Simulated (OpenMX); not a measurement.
**A series of single points on Cl**

System: Cl (4 atoms in the cell).
Method: Kohn-Sham DFT of a periodic cell, LDA, OpenMX 2013 LDA set, no spin polarisation (OpenMX 3.8.5).

The 7 runs differ only in the geometry, by an even scaling of the cell at fixed fractional positions. The structure derives from an entry of the Crystallography Open Database.

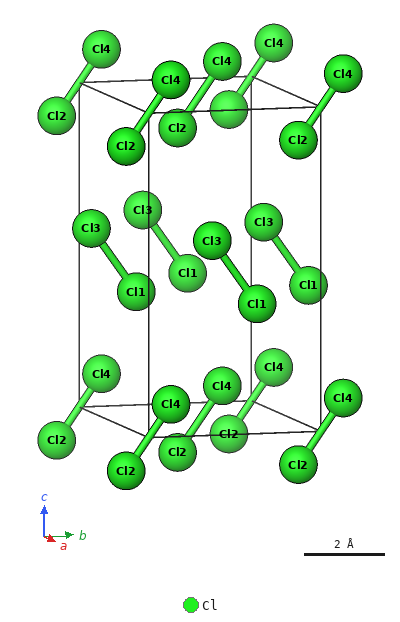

Figure 1. The structure of run 4 (ball-and-stick view of the cell 2 times as large as that of the calculation, set on its symmetry axes, seen slightly off an axis; atoms are numbered from 1 in the order of the input). An atom can appear more than once, as a periodic image.

## Input of run 4
```
System.CurrrentDirectory             ./
System.Name                          Cl
DATA.PATH                            ./DFT_DATA13
level.of.stdout                      1
level.of.fileout                     0
Species.Number                       1
<Definition.of.Atomic.Species
  Cl  Cl7.0-s2p2d1f1         Cl_CA13
Definition.of.Atomic.Species>

Atoms.Number                         4
Atoms.SpeciesAndCoordinates.Unit     FRAC
<Atoms.SpeciesAndCoordinates
    1  Cl    0.3700000000    0.6300000000    0.4000000000   3.500  3.500
    2  Cl    0.1300000000    0.8700000000    0.9000000000   3.500  3.500
    3  Cl    0.6300000000    0.3700000000    0.6000000000   3.500  3.500
    4  Cl    0.8700000000    0.1300000000    0.1000000000   3.500  3.500
Atoms.SpeciesAndCoordinates>

Atoms.UnitVectors.Unit               Ang
<Atoms.UnitVectors
     3.1450000000   -2.2500000000    0.0000000000
     3.1450000000    2.2500000000    0.0000000000
     0.0000000000    0.0000000000    8.2100000000
Atoms.UnitVectors>

scf.XcType                           LDA
scf.SpinPolarization                 off
scf.ElectronicTemperature            580.226
scf.energycutoff                     300.0
scf.maxIter                          100
scf.EigenvalueSolver                 band
scf.Kgrid                            7 7 5
scf.Mixing.Type                      rmm-diisk
scf.Init.Mixing.Weight               0.05
scf.Min.Mixing.Weight                0.001
scf.Max.Mixing.Weight                0.3
scf.Mixing.History                   25
scf.Mixing.StartPulay                8
scf.criterion                        1.0e-8
scf.stress.tensor                    on
MD.Type                              nomd
Band.dispersion                      on
Band.Nkpath                          12
<Band.kpath
   17   0.000000  0.000000  0.000000    0.377957 -0.377957  0.000000  G X
   10   0.377957 -0.377957  0.000000    0.000000 -0.500000  0.000000  X S
    6   0.000000 -0.500000  0.000000    0.000000 -0.500000 -0.500000  S R
   10   0.000000 -0.500000 -0.500000    0.377957 -0.377957 -0.500000  R A
   17   0.377957 -0.377957 -0.500000    0.000000  0.000000 -0.500000  A Z
    6   0.000000  0.000000 -0.500000    0.000000  0.000000  0.000000  Z G
   16   0.000000  0.000000  0.000000   -0.500000 -0.500000  0.000000  G Y
    5  -0.500000 -0.500000  0.000000   -0.377957 -0.622043  0.000000  Y X1
    6  -0.377957 -0.622043  0.000000   -0.377957 -0.622043 -0.500000  X1 A1
    5  -0.377957 -0.622043 -0.500000   -0.500000 -0.500000 -0.500000  A1 T
    6  -0.500000 -0.500000 -0.500000   -0.500000 -0.500000  0.000000  T Y
   16   0.000000  0.000000 -0.500000   -0.500000 -0.500000 -0.500000  Z T
Band.kpath>
```

Command:
```bash
openmx Cl.dat -nt 1 > Cl.std
```

Run 2 has the same physical settings and fractional positions; its lattice vectors (Å) are:
```
   3.102495   -2.219591    0.000000
   3.102495    2.219591    0.000000
   0.000000    0.000000    8.099040
```

## Results, with one run withheld

| run | volume per atom (Å³) | free energy per atom, from the lowest run given (meV) | gap on the mesh (eV) |
| --- | --- | --- | --- |
| 1 | 27.305 | 0.69 | 2.66 |
| 2 | 27.886 | ? | ? |
| 3 | 28.467 | 0.00 | 2.51 |
| 4 | 29.048 | 2.92 | 2.43 |
| 5 | 29.629 | 7.71 | 2.36 |
| 6 | 30.210 | 14.16 | 2.29 |
| 7 | 30.791 | 22.10 | 2.22 |

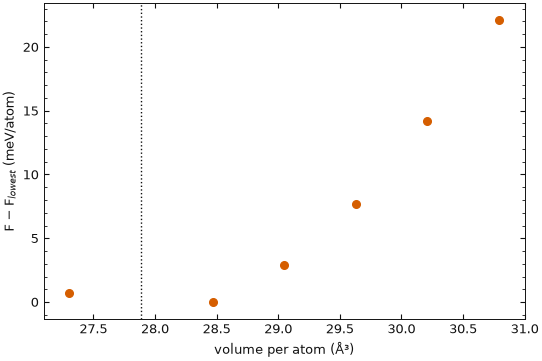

Figure 2. Free energy per atom of the runs given; the dotted line marks run 2.

Estimate the energy of run 2 from the others.

A cubic polynomial in V^(−2/3) (the Birch–Murnaghan form), fitted to the 6 runs given, misses them by under 0.01 meV per atom. With x = V^(−2/3) − 0.10545 Å⁻², it reads F = 4.0255 − 3131.8 x + 4.9944e+05 x² + 1.2071e+06 x³ (meV per atom). At run 2 it gives −0.83 meV per atom, and the run itself gives −0.84. The fit has its minimum at 27.961 Å³ per atom, where V d²F/dV² gives 30.6 GPa. Cell shape and fractional positions are held, so this is the stiffness under even scaling; the relaxed bulk modulus wasn't computed and can be far lower in a crystal of layers, chains or molecules like this one. The gap on the mesh goes, without turning, from 2.66 eV in run 1 to 2.22 eV in run 7; run 2 has 2.59 eV. These are gaps of this functional on this mesh, which can miss the band edges; they aren't the measured gap.

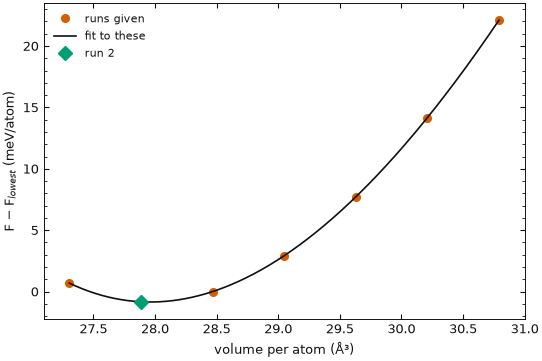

Figure 3. The fit and the withheld run.

## Some lines of the output (run 2)
```
[...]
  Cell_Volume =    752.738381716191 (Bohr^3)
        Total energy (Hartree) at MD = 1
   kloop=0
   kloop=1
   kloop=122
```

Notes: With a small basis of atomic orbitals these values can differ much from converged plane-wave results.
